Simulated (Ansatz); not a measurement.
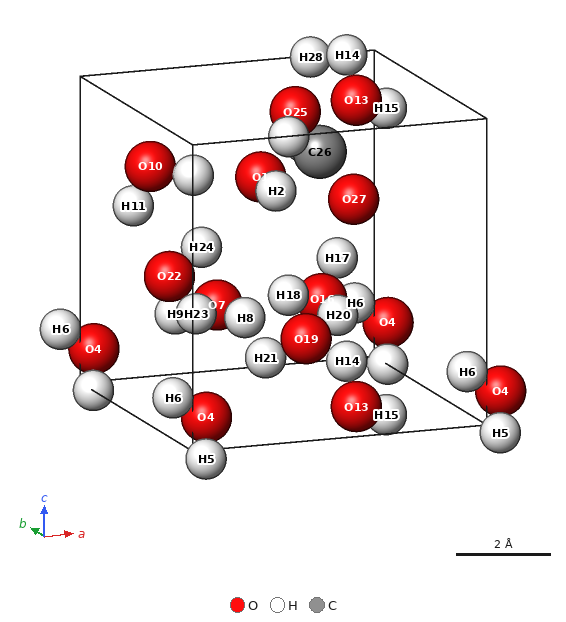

Figure 1. The input geometry (spheres-only view of the cell of the calculation, seen slightly off an axis; atoms are numbered from 1 in the order of the input).

# CH18O10: molecular dynamics (part 1 of 2)

The run: molecular dynamics of CH18O10 (disordered cell, 29 atoms in the cell). Method and program: DFT PBE, scalar-relativistic, plane waves, PAW, no spin polarisation (Ansatz 0.2.0).

It belongs to a series of runs on one base structure; here: dynamics from the last frame of the run before. Figures and captions count atoms from 1; the log counts them from 0 in places.

### Input
```yaml
accuracy: low
crystal:
  lattice:
    - [6.71657, 0.0, 0.0]
    - [0.0, 6.71657, 0.0]
    - [0.0, 0.0, 6.71657]
  atoms:
    - { symbol: O, position: [0.32562675, 0.24600475, 0.8125337] }
    - { symbol: H, position: [0.31856003, 0.09330908, 0.80144179] }
    - { symbol: H, position: [0.42668605, 0.26212627, 0.93159488] }
    - { symbol: O, position: [0.06148887, 1.03818944, 0.09702757] }
    - { symbol: H, position: [0.02760966, 0.95337409, -0.017239] }
    - { symbol: H, position: [-0.05280674, 1.03687983, 0.17064123] }
    - { symbol: O, position: [0.33575096, 0.65916406, 0.30107728] }
    - { symbol: H, position: [0.37663138, 0.52168813, 0.28732478] }
    - { symbol: H, position: [0.18529224, 0.63958512, 0.28923717] }
    - { symbol: O, position: [0.07814919, 0.58078557, 0.7929289] }
    - { symbol: H, position: [0.04592155, 0.64708487, 0.65250863] }
    - { symbol: H, position: [0.19371601, 0.50051179, 0.77250779] }
    - { symbol: O, position: [0.72233288, 0.43388434, -0.01323043] }
    - { symbol: H, position: [0.71312993, 0.49520601, 0.12177773] }
    - { symbol: H, position: [0.84872292, 0.49717986, -0.06460799] }
    - { symbol: O, position: [0.73763067, 0.78171278, 0.25987461] }
    - { symbol: H, position: [0.81392521, 0.84255093, 0.37286843] }
    - { symbol: H, position: [0.61092403, 0.74555787, 0.29015693] }
    - { symbol: O, position: [0.41908963, 0.08752574, 0.31184269] }
    - { symbol: H, position: [0.54645281, 0.14020569, 0.36561258] }
    - { symbol: H, position: [0.30887562, 0.15949689, 0.2429478] }
    - { symbol: O, position: [-0.01183082, 0.17543479, 0.53239493] }
    - { symbol: H, position: [0.04254512, 0.08053112, 0.42738498] }
    - { symbol: H, position: [0.11871714, 0.23216003, 0.60369201] }
    - { symbol: O, position: [0.65621173, 0.80369865, 0.87240034] }
    - { symbol: C, position: [0.76739818, 0.87621662, 0.71549777] }
    - { symbol: O, position: [0.84446079, 0.77694428, 0.57630941] }
    - { symbol: H, position: [0.7014253, 0.78621999, 1.05089683] }
    - { symbol: H, position: [0.78159242, 1.05538019, 0.7065512] }
basis:
  ecutwfc: 420.0
kpoints:
  mp_grid: { grid: [1, 1, 1] }
hamiltonian:
  xc: pbe
scf:
  occupations: { method: fermi_dirac, width: 0.05 }
  lower_state_search: "off"
md:
  timestep: 0.5
  n_steps: 400
  ensemble: nvt_langevin
  temperature: 1500.0
  initial_velocities: maxwell_boltzmann
  seed: 464843
  friction: 0.01
```

Launched with:
```bash
ansatz run input.yaml --threads 1 --pin off --max-ram 3072MiB --backend cpu --events-out ev --progress --plain --runs-dir out
```

### Output
```
Warning: md: disabling space-group detection — thermal motion breaks the input geometry's symmetry, so no spatial operation reduces the k-mesh or symmetrises the density; time reversal is kept, so that k and −k are solved as one point where they differ and the mesh holds both, and exact exchange and, on two spinor components, a DFT+U term hold to it where the run has them: on two components no moment then forms, and a state that bears one, which a typed moment (crystal.atoms[].spin; refused beside efield: under a hybrid functional) reaches, can lie lower, under hf by electronvolts; crystal.symmetry.detect: false (a key that needs symmetry detection or time reversal refuses this as the deck is read) with time_reversal: false beside it drops time reversal too
Engine: ansatz 0.2.0, aarch64-unknown-linux-gnu
Pseudopotentials: kind: paw
Pseudopotential: O, paw, valence charge 6, recommended cutoff 420 eV (normal), O.paw.azcp
Pseudopotential: H, paw, valence charge 1, recommended cutoff 420 eV (normal), H.paw.azcp
Pseudopotential: C, paw, valence charge 4, recommended cutoff 420 eV (normal), C.paw.azcp
Functional definition: PBE
  parameter kappa = 0.804
  parameter beta = 0.06672455060314922
  exchange = pbe_x(kappa = kappa, mu = beta*pi^2/3)
  correlation = pbe_c(beta = beta)
Crystal: 29 atoms, lattice volume = 303.000 Å³
Basis set: ecut = 420 eV, 5887 PW (Γ), exchange–correlation on 90×90×90 points (8 copies of the dense FFT grid, shifted against one another)
Bands: 70, of which v1, the nominal top of the filled ones, is band 41 counted from 1 (40 counted from 0)
Symmetry: 1 space group operations
k-points: 1
Non-local potential: O, projectors of the file, l = 0: 2, l = 1: 2, l = 2: 1
Non-local potential: H, projectors of the file, l = 0: 2, l = 1: 1
Non-local potential: C, projectors of the file, l = 0: 2, l = 1: 2, l = 2: 1
PAW form: soft (Blöchl's): semilocal exchange-correlation on the pseudo side does not see the compensation charge
PAW one-centre angular grid: O, 110 points (default); XC on 64 Gauss nodes
PAW one-centre angular grid: H, 110 points (default); XC on 64 Gauss nodes
PAW one-centre angular grid: C, 110 points (default); XC on 64 Gauss nodes
Initial density: superposition of atomic densities (neutral atoms: chi_scale 0, normalization atom), corrected by the library's trained network
Initial wavefunctions: pseudopotential atomic-orbital guess
Functional: x = pbe(κ = 0.804, μ = 0.2195149727645171), c = pbe(β = 0.06672455060314922)
SCF iter   1: F=—  HF=-6208.539955 eV  |F-HF|=—  |Δ(HF+E_count)|=         —  Δρ=4.31e-3  dr2=4.69e-2  ethr=1.77e-3  ⟨swp⟩=6.0  Hψ=322  notcnv=0  defer=8
preconditioner: auto → Resta (q_TF=auto, 2.194 Å⁻¹)  ε∞=2.3  [insulator: Δε(μ)=3.563 eV  Ē_g=17.093 eV  σ=0.050 eV  W_gap=1.00  n_scr=56 (ndim 8)  ℏωp=19.3 eV  f_vac=0.252  D(μ)=0.00/eV (n_scr^D=0)  ε∞_Penn≈2.3]
SCF iter   2: F=—  HF=-6208.525510 eV  |F-HF|=—  |Δ(HF+E_count)|=   1.44e-2  Δρ=2.08e-3  dr2=1.03e-2  ethr=5.72e-5  ⟨swp⟩=2.0  Hψ=117  notcnv=0  defer=24
SCF iter   3: F=—  HF=-6208.523764 eV  |F-HF|=—  |Δ(HF+E_count)|=   1.75e-3  Δρ=9.15e-4  dr2=2.92e-3  ethr=1.26e-5  ⟨swp⟩=2.0  Hψ=92  notcnv=0  defer=24
SCF iter   4: F=—  HF=-6208.523258 eV  |F-HF|=—  |Δ(HF+E_count)|=   5.05e-4  Δρ=2.46e-4  dr2=2.58e-4  ethr=3.56e-6  ⟨swp⟩=2.0  Hψ=86  notcnv=0  defer=24
SCF iter   5: F=—  HF=-6208.523311 eV  |F-HF|=—  |Δ(HF+E_count)|=   5.27e-5  Δρ=2.12e-4  dr2=1.21e-4  ethr=3.15e-7  ⟨swp⟩=2.0  Hψ=87  notcnv=0  defer=24
SCF iter   6: F=—  HF=-6208.523289 eV  |F-HF|=—  |Δ(HF+E_count)|=   2.20e-5  Δρ=5.97e-5  dr2=9.53e-6  ethr=1.48e-7  ⟨swp⟩=2.0  Hψ=87  notcnv=0  defer=24
SCF iter   7: F=—  HF=-6208.523249 eV  |F-HF|=—  |Δ(HF+E_count)|=   4.03e-5  Δρ=1.87e-5  dr2=9.04e-7  ethr=1.16e-8  ⟨swp⟩=2.0  Hψ=82  notcnv=0  defer=24
SCF iter   8: F=—  HF=-6208.523249 eV  |F-HF|=—  |Δ(HF+E_count)|=   3.15e-7  Δρ=9.09e-6  dr2=1.84e-7  ethr=1.10e-9  ⟨swp⟩=2.0  Hψ=87  notcnv=0  defer=24
SCF iter   9: F=-6208.523249 eV  HF=-6208.523249 eV  |F-HF|=1.17e-8  |Δ(HF+E_count)|=   5.63e-8  Δρ=2.08e-6  dr2=1.09e-8  ethr=3.54e-11  ⟨swp⟩=3.0  Hψ=235  notcnv=0
SCF 1 converged in 9 iterations: F = -6208.523249 eV  dr2 = 1.09e-8
  greatest PAW one-centre occupation: 0.874 electrons in one spin orbital (limit 2), on the O atom at site 26 (counted from 0), in its partial waves of l = 0
md step     0: t =     0.00 fs  T =  1448.3 K  F+E_penalty+E_count = -6208.52324926 eV  E_kin = 5.428920 eV  (9 SCF iters)
Initial density: handed on by an earlier stage of this run
Initial wavefunctions: those handed on with the density
iter 1 solved again at ethr=5.27e-5 eV; its pass at ethr=3.10e-3 eV (dr2=4.32e-2 eV) is discarded
SCF iter   1: F=—  HF=-6208.417144 eV  |F-HF|=—  |Δ(HF+E_count)|=         —  Δρ=5.68e-3  dr2=4.27e-2  ethr=5.27e-5  ⟨swp⟩=3.0  Hψ=364  notcnv=0
preconditioner: auto → Resta (q_TF=auto, 2.194 Å⁻¹)  ε∞=2.3  [insulator: Δε(μ)=3.504 eV  Ē_g=17.079 eV  σ=0.050 eV  W_gap=1.00  n_scr=56 (ndim 8)  ℏωp=19.3 eV  f_vac=0.261  D(μ)=0.00/eV (n_scr^D=0)  ε∞_Penn≈2.3]
SCF iter   2: F=—  HF=-6208.412096 eV  |F-HF|=—  |Δ(HF+E_count)|=   5.05e-3  Δρ=2.60e-3  dr2=7.11e-3  ethr=5.20e-5  ⟨swp⟩=2.0  Hψ=137  notcnv=0
SCF iter   3: F=—  HF=-6208.412308 eV  |F-HF|=—  |Δ(HF+E_count)|=   2.12e-4  Δρ=1.17e-3  dr2=1.62e-3  ethr=8.67e-6  ⟨swp⟩=2.0  Hψ=89  notcnv=0
SCF iter   4: F=—  HF=-6208.412611 eV  |F-HF|=—  |Δ(HF+E_count)|=   3.02e-4  Δρ=1.80e-4  dr2=9.90e-5  ethr=1.97e-6  ⟨swp⟩=3.0  Hψ=111  notcnv=0
SCF iter   5: F=—  HF=-6208.412614 eV  |F-HF|=—  |Δ(HF+E_count)|=   2.78e-6  Δρ=1.15e-4  dr2=3.49e-5  ethr=1.21e-7  ⟨swp⟩=2.0  Hψ=111  notcnv=0
SCF iter   6: F=—  HF=-6208.412613 eV  |F-HF|=—  |Δ(HF+E_count)|=   9.14e-7  Δρ=2.98e-5  dr2=2.67e-6  ethr=4.25e-8  ⟨swp⟩=2.0  Hψ=111  notcnv=0
SCF iter   7: F=—  HF=-6208.412607 eV  |F-HF|=—  |Δ(HF+E_count)|=   5.49e-6  Δρ=1.05e-5  dr2=3.28e-7  ethr=3.25e-9  ⟨swp⟩=2.0  Hψ=101  notcnv=0
SCF iter   8: F=—  HF=-6208.412607 eV  |F-HF|=—  |Δ(HF+E_count)|=   1.06e-7  Δρ=4.93e-6  dr2=5.72e-8  ethr=4.00e-10  ⟨swp⟩=2.0  Hψ=108  notcnv=0
SCF iter   9: F=-6208.412607 eV  HF=-6208.412607 eV  |F-HF|=4.62e-9  |Δ(HF+E_count)|=   5.01e-9  Δρ=1.24e-6  dr2=4.24e-9  ethr=3.54e-11  ⟨swp⟩=4.0  Hψ=187  notcnv=0
SCF 2 converged in 9 iterations: F = -6208.412607 eV  dr2 = 4.24e-9
md step     1: t =     0.50 fs  T =  1422.5 K  F+E_penalty+E_count = -6208.41260737 eV  E_kin = 5.332395 eV  (9 SCF iters)
[... from here on the SCF iterations and repeated set-up lines of each step are left out, up to the last step ...]
md step     2: t =     1.00 fs  T =  1445.0 K  F+E_penalty+E_count = -6208.39361156 eV  E_kin = 5.416699 eV  (9 SCF iters)
md step     3: t =     1.50 fs  T =  1467.3 K  F+E_penalty+E_count = -6208.47750240 eV  E_kin = 5.500172 eV  (9 SCF iters)
md step     4: t =     2.00 fs  T =  1597.1 K  F+E_penalty+E_count = -6208.65373912 eV  E_kin = 5.986625 eV  (9 SCF iters)
md step     5: t =     2.50 fs  T =  1676.4 K  F+E_penalty+E_count = -6208.84629813 eV  E_kin = 6.284107 eV  (7 SCF iters)
md step     6: t =     3.00 fs  T =  1630.7 K  F+E_penalty+E_count = -6208.94200146 eV  E_kin = 6.112928 eV  (7 SCF iters)
md step     7: t =     3.50 fs  T =  1646.9 K  F+E_penalty+E_count = -6208.89897585 eV  E_kin = 6.173417 eV  (7 SCF iters)
md step     8: t =     4.00 fs  T =  1647.1 K  F+E_penalty+E_count = -6208.78607077 eV  E_kin = 6.174144 eV  (7 SCF iters)
md step     9: t =     4.50 fs  T =  1660.9 K  F+E_penalty+E_count = -6208.70872053 eV  E_kin = 6.225935 eV  (7 SCF iters)
md step    10: t =     5.00 fs  T =  1642.9 K  F+E_penalty+E_count = -6208.76331368 eV  E_kin = 6.158316 eV  (9 SCF iters)
md step    11: t =     5.50 fs  T =  1700.0 K  F+E_penalty+E_count = -6208.97443125 eV  E_kin = 6.372408 eV  (7 SCF iters)
md step    12: t =     6.00 fs  T =  1702.6 K  F+E_penalty+E_count = -6209.20749627 eV  E_kin = 6.382192 eV  (7 SCF iters)
md step    13: t =     6.50 fs  T =  1684.6 K  F+E_penalty+E_count = -6209.29336916 eV  E_kin = 6.314906 eV  (7 SCF iters)
md step    14: t =     7.00 fs  T =  1654.9 K  F+E_penalty+E_count = -6209.20248274 eV  E_kin = 6.203481 eV  (7 SCF iters)
md step    15: t =     7.50 fs  T =  1554.1 K  F+E_penalty+E_count = -6208.97614275 eV  E_kin = 5.825655 eV  (7 SCF iters)
md step    16: t =     8.00 fs  T =  1464.5 K  F+E_penalty+E_count = -6208.71320428 eV  E_kin = 5.489790 eV  (7 SCF iters)
md step    17: t =     8.50 fs  T =  1389.9 K  F+E_penalty+E_count = -6208.52776598 eV  E_kin = 5.210152 eV  (7 SCF iters)
md step    18: t =     9.00 fs  T =  1415.5 K  F+E_penalty+E_count = -6208.46631365 eV  E_kin = 5.306075 eV  (7 SCF iters)
md step    19: t =     9.50 fs  T =  1386.9 K  F+E_penalty+E_count = -6208.50181049 eV  E_kin = 5.198980 eV  (7 SCF iters)
md step    20: t =    10.00 fs  T =  1405.2 K  F+E_penalty+E_count = -6208.58149395 eV  E_kin = 5.267366 eV  (8 SCF iters)
md step    21: t =    10.50 fs  T =  1462.5 K  F+E_penalty+E_count = -6208.64818462 eV  E_kin = 5.482377 eV  (7 SCF iters)
md step    22: t =    11.00 fs  T =  1422.3 K  F+E_penalty+E_count = -6208.69445278 eV  E_kin = 5.331666 eV  (7 SCF iters)
md step    23: t =    11.50 fs  T =  1452.0 K  F+E_penalty+E_count = -6208.72992084 eV  E_kin = 5.442705 eV  (7 SCF iters)
md step    24: t =    12.00 fs  T =  1496.5 K  F+E_penalty+E_count = -6208.70460669 eV  E_kin = 5.609576 eV  (7 SCF iters)
md step    25: t =    12.50 fs  T =  1474.1 K  F+E_penalty+E_count = -6208.61090674 eV  E_kin = 5.525674 eV  (7 SCF iters)
md step    26: t =    13.00 fs  T =  1437.1 K  F+E_penalty+E_count = -6208.47419270 eV  E_kin = 5.386984 eV  (7 SCF iters)
md step    27: t =    13.50 fs  T =  1363.8 K  F+E_penalty+E_count = -6208.40043919 eV  E_kin = 5.112421 eV  (7 SCF iters)
md step    28: t =    14.00 fs  T =  1364.9 K  F+E_penalty+E_count = -6208.46290440 eV  E_kin = 5.116266 eV  (7 SCF iters)
md step    29: t =    14.50 fs  T =  1351.2 K  F+E_penalty+E_count = -6208.60567632 eV  E_kin = 5.065153 eV  (7 SCF iters)
md step    30: t =    15.00 fs  T =  1357.7 K  F+E_penalty+E_count = -6208.76911251 eV  E_kin = 5.089518 eV  (9 SCF iters)
md step    31: t =    15.50 fs  T =  1439.6 K  F+E_penalty+E_count = -6208.89189064 eV  E_kin = 5.396523 eV  (7 SCF iters)
md step    32: t =    16.00 fs  T =  1466.3 K  F+E_penalty+E_count = -6208.92773341 eV  E_kin = 5.496558 eV  (7 SCF iters)
md step    33: t =    16.50 fs  T =  1452.7 K  F+E_penalty+E_count = -6208.88020179 eV  E_kin = 5.445325 eV  (7 SCF iters)
md step    34: t =    17.00 fs  T =  1404.1 K  F+E_penalty+E_count = -6208.78331538 eV  E_kin = 5.263400 eV  (6 SCF iters)
md step    35: t =    17.50 fs  T =  1366.0 K  F+E_penalty+E_count = -6208.71153260 eV  E_kin = 5.120383 eV  (7 SCF iters)
md step    36: t =    18.00 fs  T =  1397.6 K  F+E_penalty+E_count = -6208.70005795 eV  E_kin = 5.238930 eV  (7 SCF iters)
md step    37: t =    18.50 fs  T =  1400.0 K  F+E_penalty+E_count = -6208.72388972 eV  E_kin = 5.248099 eV  (7 SCF iters)
md step    38: t =    19.00 fs  T =  1482.9 K  F+E_penalty+E_count = -6208.75687975 eV  E_kin = 5.558771 eV  (7 SCF iters)
md step    39: t =    19.50 fs  T =  1483.8 K  F+E_penalty+E_count = -6208.77386394 eV  E_kin = 5.562177 eV  (7 SCF iters)
md step    40: t =    20.00 fs  T =  1466.3 K  F+E_penalty+E_count = -6208.78037417 eV  E_kin = 5.496526 eV  (9 SCF iters)
md step    41: t =    20.50 fs  T =  1483.4 K  F+E_penalty+E_count = -6208.80837386 eV  E_kin = 5.560606 eV  (7 SCF iters)
md step    42: t =    21.00 fs  T =  1529.9 K  F+E_penalty+E_count = -6208.86977733 eV  E_kin = 5.734723 eV  (7 SCF iters)
md step    43: t =    21.50 fs  T =  1615.3 K  F+E_penalty+E_count = -6208.94445908 eV  E_kin = 6.055007 eV  (7 SCF iters)
md step    44: t =    22.00 fs  T =  1631.3 K  F+E_penalty+E_count = -6209.01524681 eV  E_kin = 6.114943 eV  (7 SCF iters)
md step    45: t =    22.50 fs  T =  1617.1 K  F+E_penalty+E_count = -6209.09462020 eV  E_kin = 6.061925 eV  (7 SCF iters)
md step    46: t =    23.00 fs  T =  1626.6 K  F+E_penalty+E_count = -6209.21716620 eV  E_kin = 6.097252 eV  (7 SCF iters)
md step    47: t =    23.50 fs  T =  1705.1 K  F+E_penalty+E_count = -6209.39974951 eV  E_kin = 6.391810 eV  (7 SCF iters)
md step    48: t =    24.00 fs  T =  1724.5 K  F+E_penalty+E_count = -6209.58127330 eV  E_kin = 6.464342 eV  (7 SCF iters)
md step    49: t =    24.50 fs  T =  1772.9 K  F+E_penalty+E_count = -6209.65231395 eV  E_kin = 6.645848 eV  (7 SCF iters)
md step    50: t =    25.00 fs  T =  1778.1 K  F+E_penalty+E_count = -6209.55829609 eV  E_kin = 6.665220 eV  (9 SCF iters)
md step    51: t =    25.50 fs  T =  1729.6 K  F+E_penalty+E_count = -6209.34389708 eV  E_kin = 6.483482 eV  (7 SCF iters)
md step    52: t =    26.00 fs  T =  1642.9 K  F+E_penalty+E_count = -6209.10950866 eV  E_kin = 6.158469 eV  (7 SCF iters)
md step    53: t =    26.50 fs  T =  1599.5 K  F+E_penalty+E_count = -6208.94217304 eV  E_kin = 5.995855 eV  (7 SCF iters)
md step    54: t =    27.00 fs  T =  1541.9 K  F+E_penalty+E_count = -6208.86501010 eV  E_kin = 5.779782 eV  (7 SCF iters)
md step    55: t =    27.50 fs  T =  1491.9 K  F+E_penalty+E_count = -6208.85683784 eV  E_kin = 5.592496 eV  (7 SCF iters)
md step    56: t =    28.00 fs  T =  1517.5 K  F+E_penalty+E_count = -6208.90432849 eV  E_kin = 5.688479 eV  (7 SCF iters)
md step    57: t =    28.50 fs  T =  1525.7 K  F+E_penalty+E_count = -6208.95306380 eV  E_kin = 5.719113 eV  (7 SCF iters)
md step    58: t =    29.00 fs  T =  1532.1 K  F+E_penalty+E_count = -6208.95219490 eV  E_kin = 5.742952 eV  (6 SCF iters)
md step    59: t =    29.50 fs  T =  1480.8 K  F+E_penalty+E_count = -6208.88898227 eV  E_kin = 5.550909 eV  (7 SCF iters)
md step    60: t =    30.00 fs  T =  1457.6 K  F+E_penalty+E_count = -6208.78212371 eV  E_kin = 5.463706 eV  (9 SCF iters)
md step    61: t =    30.50 fs  T =  1465.0 K  F+E_penalty+E_count = -6208.67830708 eV  E_kin = 5.491538 eV  (7 SCF iters)
md step    62: t =    31.00 fs  T =  1467.4 K  F+E_penalty+E_count = -6208.58459557 eV  E_kin = 5.500770 eV  (7 SCF iters)
md step    63: t =    31.50 fs  T =  1376.6 K  F+E_penalty+E_count = -6208.47509174 eV  E_kin = 5.160293 eV  (7 SCF iters)
md step    64: t =    32.00 fs  T =  1310.7 K  F+E_penalty+E_count = -6208.37579031 eV  E_kin = 4.913055 eV  (7 SCF iters)
md step    65: t =    32.50 fs  T =  1321.5 K  F+E_penalty+E_count = -6208.31288695 eV  E_kin = 4.953842 eV  (7 SCF iters)
md step    66: t =    33.00 fs  T =  1331.8 K  F+E_penalty+E_count = -6208.35996139 eV  E_kin = 4.992209 eV  (7 SCF iters)
md step    67: t =    33.50 fs  T =  1423.3 K  F+E_penalty+E_count = -6208.54342276 eV  E_kin = 5.335417 eV  (7 SCF iters)
md step    68: t =    34.00 fs  T =  1464.5 K  F+E_penalty+E_count = -6208.77821433 eV  E_kin = 5.489917 eV  (7 SCF iters)
md step    69: t =    34.50 fs  T =  1473.2 K  F+E_penalty+E_count = -6208.97376016 eV  E_kin = 5.522248 eV  (7 SCF iters)
md step    70: t =    35.00 fs  T =  1534.2 K  F+E_penalty+E_count = -6209.11058558 eV  E_kin = 5.751156 eV  (9 SCF iters)
md step    71: t =    35.50 fs  T =  1601.3 K  F+E_penalty+E_count = -6209.20749640 eV  E_kin = 6.002569 eV  (7 SCF iters)
md step    72: t =    36.00 fs  T =  1703.2 K  F+E_penalty+E_count = -6209.26323155 eV  E_kin = 6.384581 eV  (7 SCF iters)
md step    73: t =    36.50 fs  T =  1720.5 K  F+E_penalty+E_count = -6209.23707030 eV  E_kin = 6.449476 eV  (7 SCF iters)
automatic band count: iteration 1 solves 47 bands in place of 70: the levels show a gap, and the empty bands left out lie too high to hold charge; the band table lists the bands solved (type scf.n_extra_bands for more)
preconditioner: auto → Resta (q_TF=auto, 2.194 Å⁻¹)  ε∞=3.1  [insulator: Δε(μ)=3.909 e
[...]
SCF iter   7: F=—  HF=-6209.012449 eV  |F-HF|=—  |Δ(HF+E_count)|=   9.16e-6  Δρ=1.84e-5  dr2=9.10e-7  ethr=6.24e-9  ⟨swp⟩=2.0  Hψ=80  notcnv=0
SCF iter   8: F=—  HF=-6209.012449 eV  |F-HF|=—  |Δ(HF+E_count)|=   6.38e-8  Δρ=3.90e-6  dr2=3.91e-8  ethr=1.11e-9  ⟨swp⟩=2.0  Hψ=80  notcnv=0
SCF iter   9: F=-6209.012449 eV  HF=-6209.012449 eV  |F-HF|=1.68e-9  |Δ(HF+E_count)|=   2.66e-8  Δρ=1.14e-6  dr2=3.64e-9  ethr=3.54e-11  ⟨swp⟩=4.0  Hψ=186  notcnv=0
SCF 401 converged in 9 iterations: F = -6209.012449 eV  dr2 = 3.64e-9
md step   400: t =   200.00 fs  T =  1385.8 K  F+E_penalty+E_count = -6209.01244897 eV  E_kin = 5.194628 eV  (9 SCF iters)
```

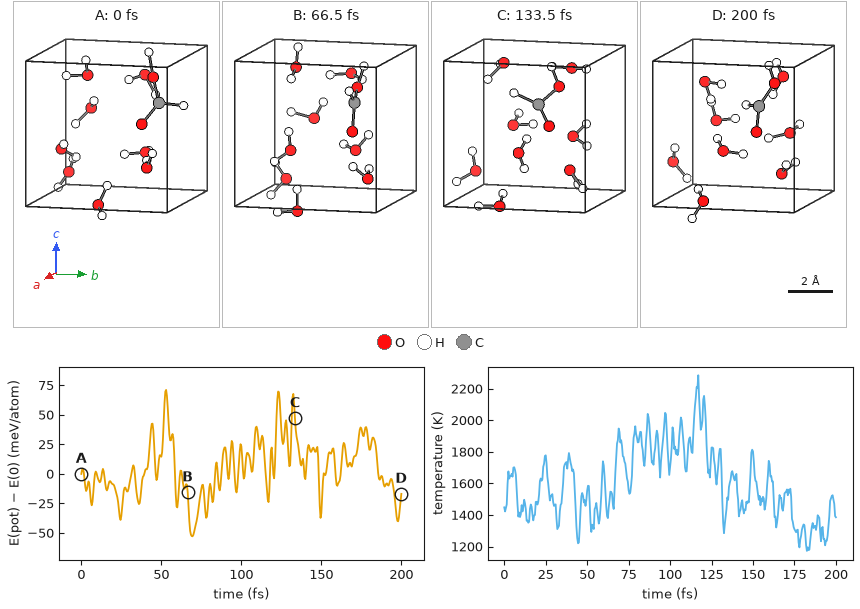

Figure 2. Frames of the molecular dynamics (ball-and-stick, simulation cell, seen slightly off an axis) above the curves, on which the letters mark them. The trajectory kept here has 401 frames over 200 fs. The temperature starts at 1448 K, ranges from 1172 to 2285 K and averages 1579 K over the second half. The potential energy ends 16.9 meV/atom below its first value. With the common drift removed, the root-mean-square displacement is 1.76 Å, and H29 has moved furthest (3.37 Å).
